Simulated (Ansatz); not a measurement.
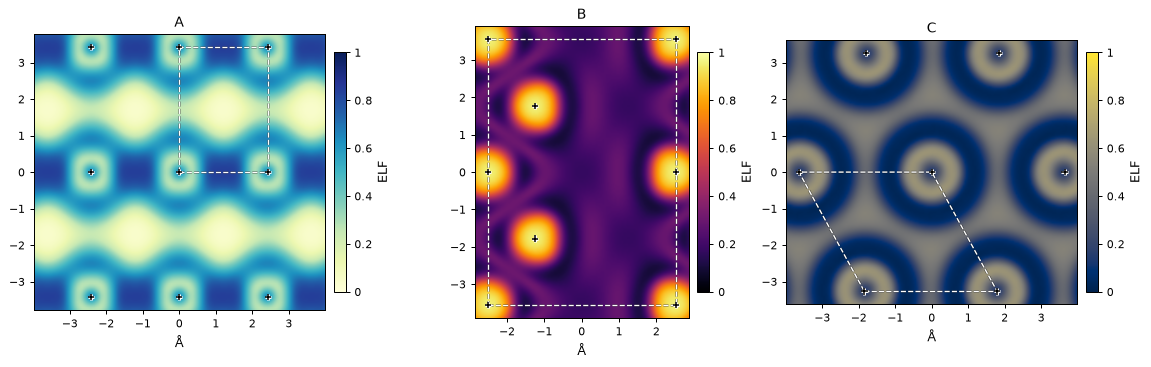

The ELF of 3 systems, each on a plane through atoms (crosses mark nuclei in the plane).

The calculation used DFT, PBE, plane waves (420 eV) with PAW, scalar-relativistic in Ansatz.

System 1: Na, the (010) plane of the conventional cell. Space group C2/c; set up as Na, beta-Sn type; a generated structure, not necessarily the stable one.

System 2: Cr, the (011) plane of the conventional cell. Space group Fd-3m; set up as Cr, diamond; a generated structure, not necessarily the stable one; changed on purpose from its base cell (volume × 0.96); computed pressure about 5 GPa in this cell; computed without spin polarisation.

```
CELL_PARAMETERS angstrom
5.03089 0.00000 0.00000
0.00000 5.03089 0.00000
0.00000 0.00000 5.03089
ATOMIC_POSITIONS crystal
Cr 0.75000 0.25000 0.25000
Cr 0.25000 0.75000 0.25000
Cr 0.25000 0.25000 0.75000
Cr 0.75000 0.75000 0.75000
Cr 0.50000 0.00000 0.00000
Cr 0.00000 0.50000 0.00000
Cr 0.00000 0.00000 0.50000
Cr 0.50000 0.50000 0.50000
```

System 3: Si, the (101) plane of the conventional cell. Space group Pm-3m; set up as Si, simple cubic; a generated structure, not necessarily the stable one; changed on purpose from its base cell (volume × 0.88); computed pressure about 18 GPa in this cell.

Which map belongs to which system?

Answer. Panel A is system 3, Si: the plane holds Si. Si–Si (2.42 Å): the ELF peaks at about 0.85 between the atoms. Panel B is system 2, Cr: the plane holds Cr. Cr–Cr (2.18 Å): the ELF is about 0.30 at the midpoint. Panel C is system 1, Na: the plane holds Na. Na–Na (3.64 Å): the ELF is about 0.40 at the midpoint.
